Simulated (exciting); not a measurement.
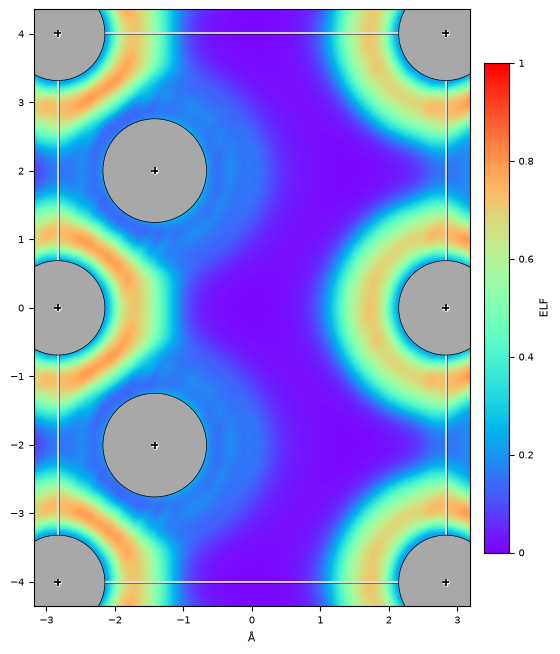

The ELF on a plane through atoms (crosses mark nuclei in the plane; grey discs cover the cores).

Method: Kohn-Sham DFT of a periodic cell, LDA, all-electron LAPW+lo, shipped species files in exciting sodium.

Candidates:
A. ZnSe, a = 5.67 Å, b = 5.67 Å, c = 5.67 Å, α = 90.00°, β = 90.00°, γ = 90.00°. Space group F-43m.
B. TaN, a = 2.94 Å, b = 2.94 Å, c = 2.88 Å, α = 90.00°, β = 90.00°, γ = 120.00°. Space group P-6m2.

Question: Which system is this?

Answer: Candidate A: ZnSe on the (110) plane of the conventional cell, which holds Se and Zn. Zn–Se (2.45 Å): the ELF peaks at about 0.75 in the valence shell of Se, 1.0 Å from its nucleus, and is about 0.55 at the midpoint.
